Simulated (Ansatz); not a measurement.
## Two runs on Al2Cu

System: Al2Cu (3 atoms in the cell).
Method of run 1: DFT PBEsol, scalar-relativistic, plane waves, PAW, no spin polarisation (Ansatz 0.2.0).

The structure derives from a Materials Project entry. Text and figures count atoms from 1; the logs count them from 0 in places.

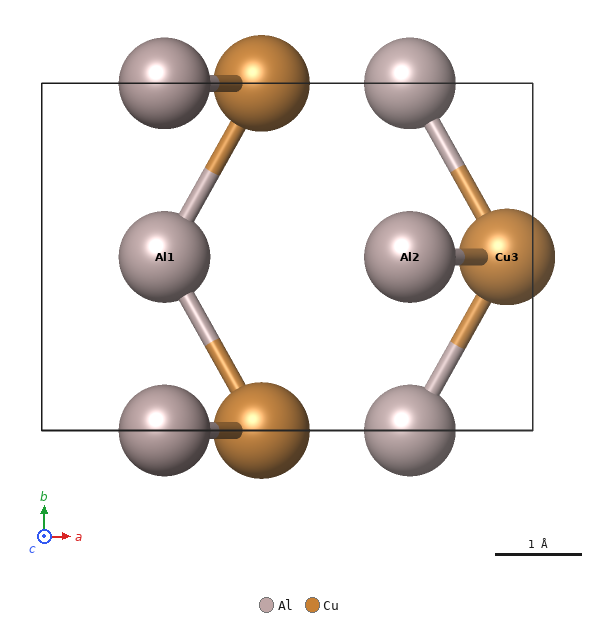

The structure (ball-and-stick view of the cell 2 times as large as that of the calculation, set on its symmetry axes, along the c axis; atoms are numbered from 1 in the order of the input). An atom can appear more than once, as a periodic image.

## Input, run 1
```yaml
crystal:
  lattice:
    - [-2.0246315468, 2.0246315468, 2.8630136658]
    - [2.0246315468, -2.0246315468, 2.8630136658]
    - [2.0246315468, 2.0246315468, -2.8630136658]
  atoms:
    - { symbol: Al, position: [0.75, 0.25, 0.5] }
    - { symbol: Al, position: [0.25, 0.75, 0.5] }
    - { symbol: Cu, position: [0.4476076549, 0.3735201004, -0.0740875545] }
basis:
  ecutwfc: 420
kpoints:
  mp_grid: { grid: [16, 16, 16] }
hamiltonian:
  xc: pbesol
scf:
  occupations: { method: gaussian, width: 0.15 }
output:
  forces: true
  stress: true
  eigenvalues: true
```

Launched with:
```bash
ansatz run input.yaml --threads 2 --pin off --max-ram 5120MiB --backend cpu --events-out ev --progress --plain --runs-dir out
```

Hardware: 2 threads of Arm Neoverse V2, 24 GiB of memory available, shared host.

## Output, shortened to warnings, some set-up lines, iterations and results (run 1)
```
Basis set: ecut = 420 eV, 941 PW (Γ), exchange–correlation on 60×60×60 points (8 copies of the dense FFT grid, shifted against one another)
Symmetry: 2 space group operations
k-points: 1098 of 4096 (time reversal used)
Initial density: superposition of atomic densities (neutral atoms: chi_scale 0, normalization atom), corrected by the library's trained network
[...]
SCF iter   1: F=—  HF=-7637.629154 eV  |F-HF|=—  |Δ(HF+E_count)|=         —  Δρ=9.52e-3  dr2=2.27e-2  ethr=1.77e-3  ⟨swp⟩=5.2  Hψ=95363  notcnv=0
SCF iter   2: F=—  HF=-7637.624811 eV  |F-HF|=—  |Δ(HF+E_count)|=   4.34e-3  Δρ=1.34e-3  dr2=8.96e-4  ethr=9.10e-5  ⟨swp⟩=2.1  Hψ=35665  notcnv=0
SCF iter   3: F=—  HF=-7637.624595 eV  |F-HF|=—  |Δ(HF+E_count)|=   2.16e-4  Δρ=1.14e-3  dr2=5.48e-4  ethr=3.58e-6  ⟨swp⟩=2.1  Hψ=24981  notcnv=0
SCF iter   4: F=—  HF=-7637.624572 eV  |F-HF|=—  |Δ(HF+E_count)|=   2.25e-5  Δρ=3.16e-4  dr2=7.65e-5  ethr=2.19e-6  ⟨swp⟩=1.0  Hψ=18460  notcnv=0
SCF iter   5: F=—  HF=-7637.624568 eV  |F-HF|=—  |Δ(HF+E_count)|=   3.67e-6  Δρ=7.23e-5  dr2=3.52e-6  ethr=3.06e-7  ⟨swp⟩=1.8  Hψ=22707  notcnv=0
SCF iter   6: F=—  HF=-7637.624569 eV  |F-HF|=—  |Δ(HF+E_count)|=   7.14e-8  Δρ=3.16e-5  dr2=6.54e-7  ethr=1.41e-8  ⟨swp⟩=2.1  Hψ=26464  notcnv=0
SCF iter   7: F=-7637.624568 eV  HF=-7637.624568 eV  |F-HF|=4.04e-8  |Δ(HF+E_count)|=   1.22e-7  Δρ=4.44e-6  dr2=1.45e-8  ethr=4.00e-10  ⟨swp⟩=3.0  Hψ=69102  notcnv=0
SCF 1 converged in 7 iterations: F = -7637.624568 eV  dr2 = 1.45e-8
SCF converged after 7 iterations
Free energy (F): -7637.624568 eV
Harris-Foulkes:  -7637.624568 eV  (|F-HF|=4.04e-8)
Internal energy: -7637.615481 eV  (E = F + TS)
E sigma→0 (E₀):  -7637.620025 eV
Entropy (-TS):   -0.009087 eV (-3.029 meV/atom)
Fermi energy:    9.383560 eV
--- Per-component energies (eV) ---
  E_band       = -494.739953
  E_kinetic    = 348.478750
  E_local      = -5906.401181  (includes V_loc(G=0)·N_el)
  E_nonlocal   = 405.587523
  E_hartree    = 2639.866111
  E_xc         = -169.737332
  E_vxc        = -176.223350  (∫ρ·V_xc dr)
  E_paw        = -2530.002154  (= ΣΔE_a)
  E_vpaw       = -445.923862  (= ΣTr[D̂ρ^β])
  E_aug_tail   = 0.000233  (compensation charges beyond the density's cutoff)
  E_ewald      = -2425.651911
  E_core_change = 0.244480  (= ΣΔE_core)
  E_smearing   = -0.009087  (= −TS)
  E_closure    = 0.000000  (closes the sum)
  Σ components = -7637.624568   (vs F -7637.624568, Δ=0.00e0)
--- Forces (eV/Å), atoms counted from 1 ---
  atom   1  Al    -0.34448719     0.00000000    -0.76997432
  atom   2  Al    -2.90585705     0.00000000    -2.09183557
  atom   3  Cu     3.25031612     0.00000000     2.86178430
  max |Σ_I F_I| component: 2.81e-5 eV/Å
--- Stress (GPa, compression-positive) ---
       12.450966       0.000000       7.792940
        0.000000       3.516282       0.000000
        7.792940       0.000000       5.802795
  P = ⅓ Tr σ = 7.2567 GPa (72.567 kbar)
```

For run 2 the input was changed thus:
```diff
-    - { symbol: Cu, position: [0.4476076549, 0.3735201004, -0.0740875545] }
+    - { symbol: Cu, position: [0.4476076549, 0.4105638777, -0.0370437772] }
```

Predict how the results change.

With the same functional and potentials, run 2 lies 116.6 meV per atom lower. The pressure goes from 7.26 to 4.31 GPa. The largest force goes from 4.331 to 2.792 eV/Å. The number of SCF iterations is the same.

## Output, shortened to warnings, some set-up lines, iterations and results (run 2)
```
Basis set: ecut = 420 eV, 941 PW (Γ), exchange–correlation on 60×60×60 points (8 copies of the dense FFT grid, shifted against one another)
Symmetry: 2 space group operations
k-points: 1098 of 4096 (time reversal used)
Initial density: superposition of atomic densities (neutral atoms: chi_scale 0, normalization atom), corrected by the library's trained network
[...]
SCF iter   1: F=—  HF=-7637.978819 eV  |F-HF|=—  |Δ(HF+E_count)|=         —  Δρ=9.57e-3  dr2=2.33e-2  ethr=1.77e-3  ⟨swp⟩=5.2  Hψ=94509  notcnv=0
SCF iter   2: F=—  HF=-7637.974455 eV  |F-HF|=—  |Δ(HF+E_count)|=   4.36e-3  Δρ=1.29e-3  dr2=8.41e-4  ethr=9.34e-5  ⟨swp⟩=2.1  Hψ=35416  notcnv=0
SCF iter   3: F=—  HF=-7637.974253 eV  |F-HF|=—  |Δ(HF+E_count)|=   2.02e-4  Δρ=1.14e-3  dr2=5.65e-4  ethr=3.37e-6  ⟨swp⟩=2.1  Hψ=25052  notcnv=0
SCF iter   4: F=—  HF=-7637.974234 eV  |F-HF|=—  |Δ(HF+E_count)|=   1.92e-5  Δρ=3.45e-4  dr2=8.70e-5  ethr=2.26e-6  ⟨swp⟩=1.0  Hψ=18428  notcnv=0
SCF iter   5: F=—  HF=-7637.974228 eV  |F-HF|=—  |Δ(HF+E_count)|=   5.71e-6  Δρ=7.50e-5  dr2=4.05e-6  ethr=3.48e-7  ⟨swp⟩=1.6  Hψ=22496  notcnv=0
SCF iter   6: F=—  HF=-7637.974228 eV  |F-HF|=—  |Δ(HF+E_count)|=   1.26e-7  Δρ=3.15e-5  dr2=6.21e-7  ethr=1.62e-8  ⟨swp⟩=2.3  Hψ=27796  notcnv=0
SCF iter   7: F=-7637.974228 eV  HF=-7637.974228 eV  |F-HF|=3.45e-8  |Δ(HF+E_count)|=   1.22e-7  Δρ=4.72e-6  dr2=1.58e-8  ethr=4.00e-10  ⟨swp⟩=4.7  Hψ=64742  notcnv=0
SCF 1 converged in 7 iterations: F = -7637.974228 eV  dr2 = 1.58e-8
SCF converged after 7 iterations
Free energy (F): -7637.974228 eV
Harris-Foulkes:  -7637.974228 eV  (|F-HF|=3.45e-8)
Internal energy: -7637.964882 eV  (E = F + TS)
E sigma→0 (E₀):  -7637.969555 eV
Entropy (-TS):   -0.009346 eV (-3.115 meV/atom)
Fermi energy:    9.376019 eV
--- Per-component energies (eV) ---
  E_band       = -493.229567
  E_kinetic    = 347.863852
  E_local      = -5896.406355  (includes V_loc(G=0)·N_el)
  E_nonlocal   = 404.700868
  E_hartree    = 2635.834679
  E_xc         = -169.597703
  E_vxc        = -176.061511  (∫ρ·V_xc dr)
  E_paw        = -2529.456173  (= ΣΔE_a)
  E_vpaw       = -445.005724  (= ΣTr[D̂ρ^β])
  E_aug_tail   = 0.000231  (compensation charges beyond the density's cutoff)
  E_ewald      = -2431.148760
  E_core_change = 0.244480  (= ΣΔE_core)
  E_smearing   = -0.009346  (= −TS)
  E_closure    = -0.000000  (closes the sum)
  Σ components = -7637.974228   (vs F -7637.974228, Δ=0.00e0)
--- Forces (eV/Å), atoms counted from 1 ---
  atom   1  Al    -0.14298380     0.00000000    -1.02443640
  atom   2  Al    -1.33956416     0.00000000    -1.34199702
  atom   3  Cu     1.48254073     0.00000000     2.36641711
  max |Σ_I F_I| component: 1.63e-5 eV/Å
--- Stress (GPa, compression-positive) ---
        6.549715       0.000000       3.557528
        0.000000       4.269524       0.000000
        3.557527       0.000000       2.110669
  P = ⅓ Tr σ = 4.3100 GPa (43.100 kbar)
```

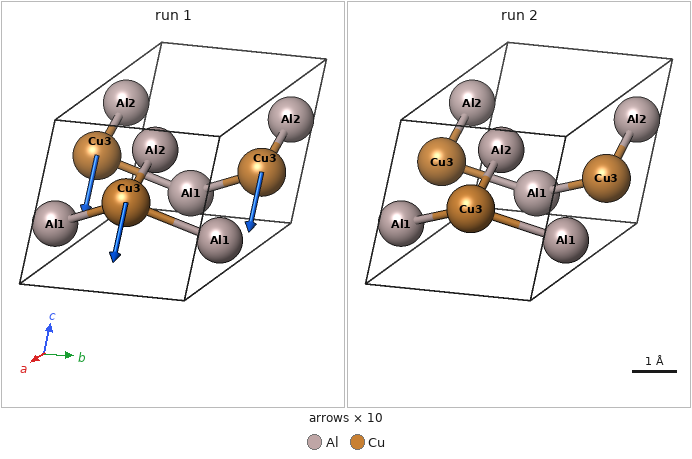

The two input geometries at one scale (ball-and-stick view of the cell 2 times as large as that of the calculation, set on its symmetry axes, seen slightly off an axis). The blue arrows on the first give the shifts of the atoms relative to the cell, magnified 10 times. Cu3 moves most: 0.15 Å. Al stays in place. The cell doesn't change. Among the contacts that change: Al2–Cu3 2.585 → 2.451 Å, Al1–Cu3 2.444 → 2.552 Å.

## The two runs side by side

| quantity | run 1 | run 2 |
| --- | --- | --- |
| outcome | converged | converged |
| free energy per atom (eV) | −2545.8749 | −2545.9914 |
| energy per atom, smearing taken to zero (eV) | −2545.8733 | −2545.9899 |
| gap on the mesh (eV) | 0.00 | 0.00 |
| pressure (GPa) | 7.26 | 4.31 |
| largest force (eV/Å) | 4.331 | 2.792 |
| SCF iterations | 7 | 7 |
| irreducible k-points | 1098 | 1098 |
| plane waves at Γ | 941 | 941 |
| wall time (shared host) | 32 s | 29 s |
